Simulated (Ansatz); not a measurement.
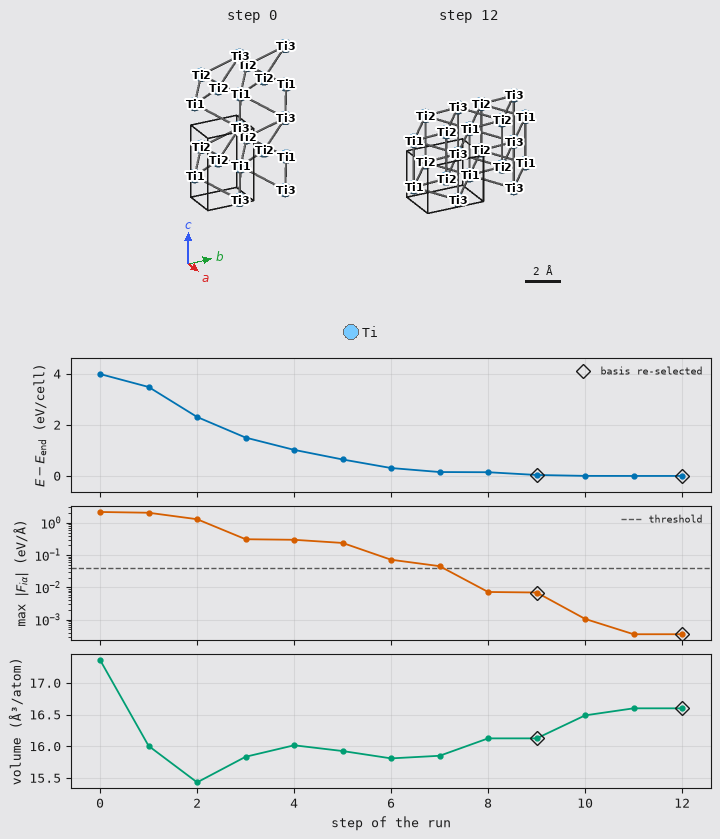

First and last geometry of a relaxation of a crystal of Ti (built on the trigonal selenium_152 type) (coarse preliminary run), with the history of the run. Style: ball-and-stick. Shown: the cell of the calculation, repeated 1 × 2 × 2 with one cell outlined, slightly off an axis.

Case: trigonal selenium type (P3_121, No. 152).

Method: DFT PBEsol, scalar-relativistic, plane waves, PAW in Ansatz 0.2.0. Set-up: plane-wave cutoff 420 eV; k-point mesh 6 × 6 × 4; occupations gaussian; smearing width 0.1 eV; no spin polarisation; cell and atoms relaxed; force threshold 0.04 eV/Å; at most 70 steps.

Did the run converge, and what did it change?

It converged. The largest moves relative to the cell, 0.49 Å, are those of Ti1, Ti2 and Ti3. Ti3 goes along [−1 −1 0]. Cell: a = b 3.756 → 4.580 Å (+21.9 %), c 4.262 → 2.742 Å (−35.7 %). Volume −4.4 %. Near-neighbour distances that change, for instance: Ti1–Ti1 4.262 → 2.742 Å, Ti1–Ti2 2.042 → 2.797 Å, Ti1–Ti2 (another image) 2.956 → 2.798 Å, Ti1–Ti2 (another image) 3.197 → 3.214 Å. Among the angles between lasting bonds that change: Ti2–Ti1–Ti3 103.1° → 70.1°, Ti2–Ti1–Ti2 78.9° → 109.9°, Ti2–Ti1–Ti3 99.0° → 70.1°. The space group (tolerance 0.01 Å) goes from P3_121 (No. 152) to R-3m (No. 166). After 10 accepted moves (12 points after the start) the energy has fallen by 3.989 eV per cell of the calculation. Largest force component: 2.2 eV/Å at the start, 0.00036 eV/Å at the end. The pressure goes from 1.63 to −0.07 GPa. At 2 points the geometry stayed and the basis and grid were re-selected for the new cell (energy shift of 0.108 eV per cell of the calculation at most each time). The run took roughly 60 core-seconds on a shared host.
